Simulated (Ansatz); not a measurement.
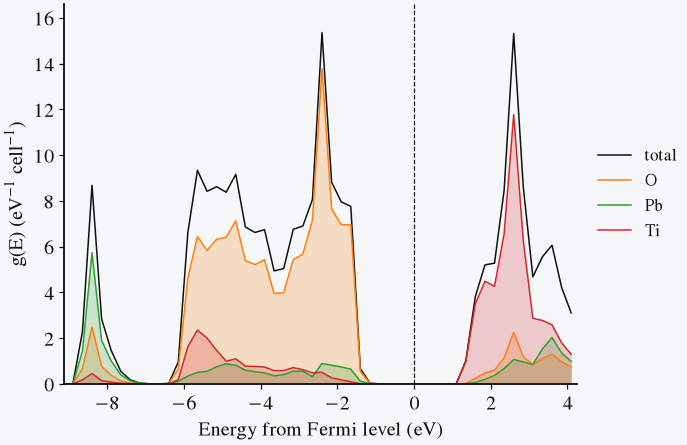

Density of states of TiPbO₃, space group Pm-3m (No. 221), 10 atoms in the cell. Computed with Ansatz 0.2.0: DFT with r2SCAN, PAW plane waves, Ueff = 3.22 eV on Ti d, spin-polarised, 4×6×4 k mesh, 500 eV cutoff. Energies are counted from the Fermi level. The partial curves are projected on Löwdin-orthogonalised atomic shells.

There is a gap; over the k points computed it is 2.38 eV. By projected weight, the top eV of the valence band is O (90 %); the bottom eV of the conduction band is Ti (85 %). The upper group of valence states starts about 5.0 eV under the valence-band top (which lies at −1.1 eV on this axis), with a gap beneath it; it holds about 36 electrons a cell.

The run started without moments. Spin-orbit coupling is left out, which matters for Pb.
